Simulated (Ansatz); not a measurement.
**ClO: density, localisation and related maps**

Input file:

```
crystal:
  lattice:
    - [3.18521679, 0.0, 0.0]
    - [0.0, 3.18521679, 0.0]
    - [0.0, 0.0, 3.18521679]
  atoms:
    - { symbol: Cl, position: [0.0, 0.0, 0.0] }
    - { symbol: O, position: [0.5000000015697519, 0.5000000015697519, 0.5000000015697519] }
kpoints:
  mp_grid:
    grid: [7, 7, 7]
hamiltonian:
  xc: pbesol
scf:
  occupations:
    method: fermi_dirac
output:
  write_density: true
  write_potential: true
  volumetric_format: npy
  elf: true
  dos:
    de: 0.05
  eigenvalues: true
```

Run with:

```sh
python run_scf.py
```

Below, planes, directions and counts refer to the conventional cell (a = 3.19 Å, b = 3.19 Å, c = 3.19 Å, α = 90.00°, β = 90.00°, γ = 90.00°).

Space group Pm-3m; a structure from a database of computed crystals, not necessarily the ambient phase; computed without spin polarisation.

These are results of Ansatz, DFT PBEsol, plane waves, PAW, not measurements.

Core electrons are frozen (PAW), and the valence fields are smoothed inside the atomic spheres.

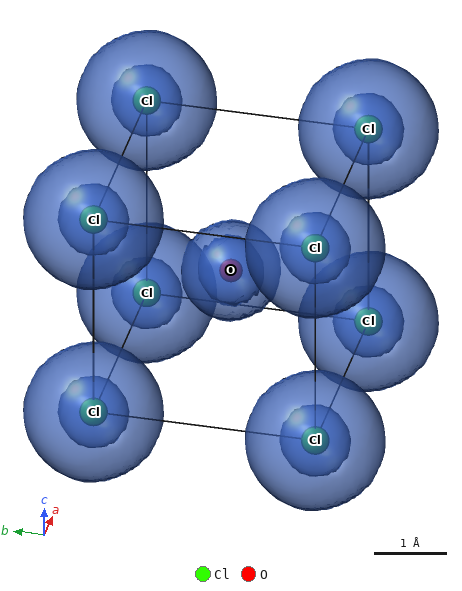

Figure 1. Isosurface of the ELF at 0.8 (blue), seen at an oblique angle. Only the valence region is drawn (cores and ρ < 0.01 e/Å³ removed).

**Identify the bonds, lone pairs and shells in this picture.**

The surface consists of one region wrapped around Cl (its valence shell) and one region wrapped around O (its valence shell), counted in one cell of 2 atoms. Regions shared between cells count once. Along the contacts the grid gives the following. Cl–O (2.76 Å): the ELF peaks at about 0.85 in the valence shell of Cl, 0.8 Å from its nucleus, and drops to about 0.10 between the two atoms.

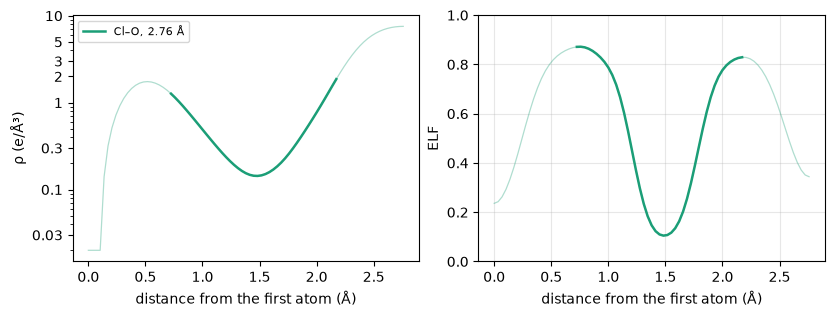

Figure 2. Valence charge density (pseudo) and ELF along straight lines between neighbouring atoms. Thin, pale parts lie inside the atomic spheres.

**What can be read from the curves?**

Cl–O (2.76 Å): ρ at the midpoint is about 0.15 e/Å³; the ELF peaks at about 0.85 in the valence shell of Cl, 0.8 Å from its nucleus, and drops to about 0.10 between the two atoms.

**Metal or insulator at this level of theory?**

It is gapless in this calculation (a metal or semimetal).
